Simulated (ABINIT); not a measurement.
**Projected density-of-states run, with input and output: Bi (part 1 of 5)**

- system: Bi (slab, 4 atoms in the cell)
- method: Kohn-Sham DFT of a periodic cell, RPBE, JTH PAW PBE v2.0, no spin polarisation (ABINIT 10.8.3)

The structure derives from an entry of the Crystallography Open Database.

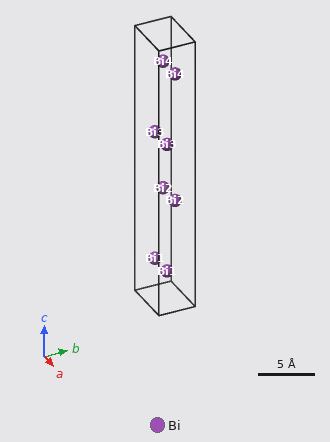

**Figure 1.** The input geometry (ball-and-stick view of the 2 × 1 repeat of the cell, with the vacuum cut short, seen slightly off an axis; atoms are numbered from 1 in the order of the input). An atom can appear more than once, as a periodic image.

**Input file**
```
# Datasets: ground state, then fixed potential
ndtset 2

# Pseudopotentials
pp_dirpath "./"
pseudos "Bi.GGA_PBE-JTH.xml"

# Structure
acell 3*1.0
rprim
     8.5774674461     0.0000000000     0.0000000000
    -4.2887337229     7.4283047085     0.0000000000
     0.0000000000     0.0000000000    61.8762473617
ntypat 1
znucl 83
natom 4
typat 1 1 1 1
xred
     0.6666666667     0.3333333334     0.2290530945
     0.3333333333     0.6666666666     0.4096843648
     0.6666666667     0.3333333334     0.5903156352
     0.3333333333     0.6666666666     0.7709469055
chkprim 0
chksymtnons 0
tolsym 1.0e-6

# Plane-wave basis
ecut 22.0
pawecutdg 44.0
pawxcdev 0

# Exchange and correlation
ixc 15

# Bands and occupations
occopt 3
tsmear 0.05 eV

# SCF cycle
nstep 120

# Output
iomode 3
prtwf 0
prteig 0
prtebands 0
enunit 1
prtvol 2
prtden1 1
prtvha1 1
prtvclmb1 1
prtpot1 1

# Dataset 1
kptopt1 1
ngkpt1 7 7 1
nshiftk1 1
shiftk1 0.0 0.0 0.0
nband1 36
tolvrs1 1.0e-9

# Dataset 2: density of states
iscf2 -3
getden2 1
nband2 40
nbdbuf2 4
tolwfr2 1.0e-10
kptopt2 1
ngkpt2 10 10 1
nshiftk2 1
shiftk2 0.0 0.0 0.0
prtdos2 3
dosdeltae2 0.02 eV
natsph 4
iatsph 1 2 3 4
```

Run on 4 threads of Arm Neoverse V2, 24 GiB of memory available, shared host.

Launched with:
```bash
mpirun --bind-to none -np 4 abinit run.abi > log 2>&1
```

**Output**
```
.Version 10.8.3 of ABINIT
 DATASET    1 : space group P-3 m 1 (#164); Bravais hP (primitive hexag.)
================================================================================
 Values of the parameters that define the memory need for DATASET  1.
     intxc =       0    ionmov =       0      iscf =      17    lmnmax =      18
     lnmax =       6     mgfft =     270  mpssoang =       3    mqgrid =   18477
     natom =       4  nloc_mem =       2    nspden =       1   nspinor =       1
    nsppol =       1      nsym =      12    n1xccc =       1    ntypat =       1
    occopt =       3   xclevel =       2
       mpw =       19503          nfft =      432000          nkpt =           8
Pmy_natom=         1
 PAW method is used; the additional fine FFT grid is defined by:
   mgfftf=       375    nfftf =   1093500
================================================================================
================================================================================

 DATASET    2 : space group P-3 m 1 (#164); Bravais hP (primitive hexag.)
================================================================================
 Values of the parameters that define the memory need for DATASET  2.
     intxc =       0    ionmov =       0      iscf =      -3    lmnmax =      18
     lnmax =       6     mgfft =     270  mpssoang =       3    mqgrid =   18477
     natom =       4  nloc_mem =       2    nspden =       1   nspinor =       1
    nsppol =       1      nsym =      12    n1xccc =       1    ntypat =       1
    occopt =       3   xclevel =       2
       mpw =       19525          nfft =      432000          nkpt =          14
Pmy_natom=         1
 PAW method is used; the additional fine FFT grid is defined by:
   mgfftf=       375    nfftf =   1093500
================================================================================
================================================================================

--------------------------------------------------------------------------------
------------- Echo of variables that govern the present computation ------------
--------------------------------------------------------------------------------
 -outvars: echo values of preprocessed input variables --------
            acell      1.0000000000E+00  1.0000000000E+00  1.0000000000E+00 Bohr
              amu      2.08980370E+02
          chkprim           0
      chksymtnons           0
        dosdeltae1     0.00000000E+00 Hartree
        dosdeltae2     7.34986444E-04 Hartree
             ecut      2.20000000E+01 Hartree
           enunit           1
           getden1          0
           getden2          1
           iatsph2       1    2    3    4
             iscf1         17
             iscf2         -3
              ixc          15
           jdtset        1    2
         kptrlatt1       7    0    0      0    7    0      0    0    1
         kptrlatt2      10    0    0      0   10    0      0    0    1
          kptrlen1     6.00422721E+01
          kptrlen2     8.57746745E+01
            natom           4
           natsph2       4
            nband1         36
            nband2         40
           nbdbuf1          0
           nbdbuf2          4
           ndtset           2
            ngfft          40      40     270
          ngfftdg          54      54     375
             nkpt1          8
             nkpt2         14
            nstep         120
             nsym          12
           ntypat           1
           occopt           3
        pawecutdg      4.40000000E+01 Hartree
         pawxcdev           0
           prtdos1          0
           prtdos2          3
        prtebands           0
           prteig           0
           prtpot1          1
           prtpot2          0
         prtvclmb1          1
         prtvclmb2          0
           prtvha1          1
           prtvha2          0
           prtvol           2
            prtwf           0
            rprim      8.5774674461E+00  0.0000000000E+00  0.0000000000E+00
                      -4.2887337229E+00  7.4283047085E+00  0.0000000000E+00
                       0.0000000000E+00  0.0000000000E+00  6.1876247362E+01
          spgroup         164
           tolsym      1.00000000E-06
           tolvrs1     1.00000000E-09
           tolvrs2     0.00000000E+00
           tolwfr1     0.00000000E+00
           tolwfr2     1.00000000E-10
           tsmear      1.83746611E-03 Hartree
            typat      1  1  1  1
           useylm           1
           xangst      2.2695001484E+00  1.3102965216E+00  7.4999999947E+00
                       5.2917249775E-11  2.6205930431E+00  1.3414499990E+01
                       2.2695001484E+00  1.3102965216E+00  1.9328999988E+01
                       5.2917249775E-11  2.6205930431E+00  2.5243499983E+01
            xcart      4.2887337231E+00  2.4761015695E+00  1.4172945934E+01
                       9.9999109410E-11  4.9522031390E+00  2.5349731097E+01
                       4.2887337231E+00  2.4761015695E+00  3.6526516265E+01
                       9.9999109410E-11  4.9522031390E+00  4.7703301427E+01
             xred      6.6666666667E-01  3.3333333333E-01  2.2905309450E-01
                       3.3333333333E-01  6.6666666667E-01  4.0968436480E-01
                       6.6666666667E-01  3.3333333333E-01  5.9031563520E-01
                       3.3333333333E-01  6.6666666667E-01  7.7094690550E-01
            znucl       83.00000

================================================================================

 chkinp: Checking input parameters for consistency, jdtset=   1.

 chkinp: Checking input parameters for consistency, jdtset=   2.

================================================================================
== DATASET  1 ==================================================================

--- !DatasetInfo
iteration_state: {dtset: 1, }
dimensions: {natom: 4, nkpt: 8, mband: 36, nsppol: 1, nspinor: 1, nspden: 1, mpw: 19503, }
cutoff_energies: {ecut:  22.0, pawecutdg:  44.0, }
electrons: {nelect:   6.00000000E+01, charge:   0.00000000E+00, occopt:   3.00000000E+00, tsmear:   1.83746611E-03, }
meta: {optdriver: 0, ionmov: 0, optcell: 0, iscf: 17, paral_kgb: 0, }
...

 Exchange-correlation functional for the present dataset will be:
  GGA: RPBE functional - ixc=15
  Hammer, L. B. Hansen, and J. K. Norskov, PRB 59, 7413 (1999)

 Real(R)+Recip(G) space primitive vectors, cartesian coordinates (Bohr,Bohr^-1):
 R(1)=  8.5774674  0.0000000  0.0000000  G(1)=  0.1165845  0.0673101  0.0000000
 R(2)= -4.2887337  7.4283047  0.0000000  G(2)=  0.0000000  0.1346202  0.0000000
 R(3)=  0.0000000  0.0000000 61.8762474  G(3)=  0.0000000  0.0000000  0.0161613
 Unit cell volume ucvol=  3.9425096E+03 bohr^3
 Angles (23,13,12)=  9.00000000E+01  9.00000000E+01  1.20000000E+02 degrees

 Coarse grid specifications (used for wave-functions):

 getcut: wavevector=  0.0000  0.0000  0.0000  ngfft=  40  40 270
         ecut(hartree)=     22.000   => boxcut(ratio)=   2.06663

 Fine grid specifications (used for densities):

 getcut: wavevector=  0.0000  0.0000  0.0000  ngfft=  54  54 375
         ecut(hartree)=     44.000   => boxcut(ratio)=   2.02421

--- Pseudopotential description ------------------------------------------------
- pspini: atom type   1  psp file is ./Bi.GGA_PBE-JTH.xml
 Pseudopotential format is: paw10
 basis_size (lnmax)=  6 (lmn_size= 18), orbitals=   0   0   1   1   2   2
 Spheres core radius: rc_sph= 2.41230754
 Shapefunction is BESSEL type: shapef(r,l)=aa(1,l)*jl(q(1,l)*r)+aa(2,l)*jl(q(2,l)*r)
 Radius for shape functions =  2.20555141
 Compensation charge density is not taken into account in XC energy/potential

   6.71142992E+03                                ecore*ucvol(ha*bohr**3)
--------------------------------------------------------------------------------

================================================================================

--- !BeginCycle
iteration_state: {dtset: 1, }
solver: {iscf: 17, nstep: 120, nline: 4, wfoptalg: 10, }
tolerances: {tolvrs: 1.00E-09, }
...

     iter   Etot(hartree)      deltaE(h)  residm     nres2
 ETOT  1  -286.39450671532    -2.864E+02 2.087E+00 3.222E+00
 ETOT  2  -288.08570884845    -1.691E+00 8.950E-02 3.883E-01
 ETOT  3  -288.09061336924    -4.905E-03 2.975E-02 1.638E-01
 ETOT  4  -288.09153929646    -9.259E-04 3.847E-03 1.471E-01
 ETOT  5  -288.09186366395    -3.244E-04 3.299E-05 4.009E-03
 ETOT  6  -288.09191177493    -4.811E-05 2.551E-06 1.871E-03
 ETOT  7  -288.09191829843    -6.523E-06 1.287E-07 6.551E-04
 ETOT  8  -288.09191559033     2.708E-06 5.320E-08 1.901E-04
 ETOT  9  -288.09191123106     4.359E-06 2.545E-08 4.911E-05
 ETOT 10  -288.09190976081     1.470E-06 3.310E-09 2.587E-05
 ETOT 11  -288.09191016098    -4.002E-07 2.181E-09 1.631E-05
 ETOT 12  -288.09191080252    -6.415E-07 5.583E-10 1.400E-05
 ETOT 13  -288.09191084942    -4.690E-08 8.011E-11 1.175E-05
 ETOT 14  -288.09191018793     6.615E-07 2.669E-10 9.800E-06
 ETOT 15  -288.09190970729     4.806E-07 1.857E-10 8.293E-06
 ETOT 16  -288.09190978298    -7.570E-08 2.637E-10 6.746E-06
 ETOT 17  -288.09191024801    -4.650E-07 2.441E-10 5.593E-06
 ETOT 18  -288.09191112051    -8.725E-07 2.289E-10 4.313E-06
 ETOT 19  -288.09191202358    -9.031E-07 4.045E-09 3.198E-06
 ETOT 20  -288.09191269479    -6.712E-07 3.239E-10 1.976E-06
 ETOT 21  -288.09191314874    -4.539E-07 6.836E-10 1.080E-06
 ETOT 22  -288.09191555927    -2.411E-06 3.829E-10 2.289E-07
 ETOT 23  -288.09191692513    -1.366E-06 1.519E-10 5.103E-08
 ETOT 24  -288.09191713865    -2.135E-07 4.653E-11 3.145E-08
 ETOT 25  -288.09191713128     7.378E-09 2.572E-12 3.220E-08
 ETOT 26  -288.09191723553    -1.043E-07 5.272E-13 2.597E-08
 ETOT 27  -288.09191716925     6.629E-08 1.264E-12 3.118E-08
 ETOT 28  -288.09191733972    -1.705E-07 9.284E-12 1.607E-08
 ETOT 29  -288.09191743168    -9.196E-08 3.944E-12 9.582E-09
 ETOT 30  -288.09191757102    -1.393E-07 1.459E-11 3.733E-09
 ETOT 31  -288.09191759975    -2.874E-08 1.946E-11 4.923E-09
 ETOT 32  -288.09191762584    -2.608E-08 7.013E-13 3.124E-09
 ETOT 33  -288.09191755779     6.805E-08 8.410E-12 4.130E-09
 ETOT 34  -288.09191753813     1.966E-08 5.228E-12 2.402E-09
 ETOT 35  -288.09191755295    -1.482E-08 1.916E-12 2.344E-09
 ETOT 36  -288.09191757255    -1.960E-08 1.328E-13 1.638E-09
 ETOT 37  -288.09191760748    -3.493E-08 4.101E-13 6.840E-10

 At SCF step   37       nres2   =  6.84E-10 < tolvrs=  1.00E-09 =>converged.

 Cartesian components of stress tensor (hartree/bohr^3)
  sigma(1 1)=  1.08785092E-04  sigma(3 2)=  0.00000000E+00
  sigma(2 2)=  1.08785092E-04  sigma(3 1)=  0.00000000E+00
  sigma(3 3)=  3.01204323E-06  sigma(2 1)= -1.09158678E-14

--- !ResultsGS
iteration_state: {dtset: 1, }
comment   : Summary of ground state results
lattice_vectors:
- [  8.5774674,   0.0000000,   0.0000000, ]
- [ -4.2887337,   7.4283047,   0.0000000, ]
- [  0.0000000,   0.0000000,  61.8762474, ]
lattice_lengths: [   8.57747,    8.57747,   61.87625, ]
lattice_angles: [ 90.000,  90.000, 120.000, ] # degrees, (23, 13, 12)
lattice_volume:   3.9425096E+03
convergence: {deltae: -3.493E-08, res2:  6.840E-10, residm:  4.101E-13, diffor: null, }
etotal    :  -2.88091918E+02
entropy   :   0.00000000E+00
fermie    :  -7.18931405E-02
cartesian_stress_tensor: # hartree/bohr^3
- [  1.08785092E-04,  -1.09158678E-14,   0.00000000E+00, ]
- [ -1.09158678E-14,   1.08785092E-04,   0.00000000E+00, ]
- [  0.00000000E+00,   0.00000000E+00,   3.01204323E-06, ]
pressure_GPa:  -2.1633E+00
xred      :
- [  6.6667E-01,   3.3333E-01,   2.2905E-01, Bi]
- [  3.3333E-01,   6.6667E-01,   4.0968E-01, Bi]
- [  6.6667E-01,   3.3333E-01,   5.9032E-01, Bi]
- [  3.3333E-01,   6.6667E-01,   7.7095E-01, Bi]
cartesian_forces: # hartree/bohr
- [ -1.47150363E-30,  -4.67265159E-30,   3.27719104E-04, ]
- [  8.75811540E-47,   2.97350556E-30,  -1.63647653E-06, ]
- [  8.75811540E-47,   1.41595503E-31,   1.63647653E-06, ]
- [  1.47150363E-30,   1.55755053E-30,  -3.27719104E-04, ]
force_length_stats: {min:   1.63647653E-06, max:   3.27719104E-04, mean:   1.64677790E-04, }
...

 Integrated electronic density in atomic spheres:
 ------------------------------------------------
 Atom  Sphere_radius  Integrated_density
    1        2.41231         12.02394788
    2        2.41231         12.02261144
    3        2.41231         12.02261144
    4        2.41231         12.02394788

================================================================================

 ----iterations are completed or convergence reached----
```
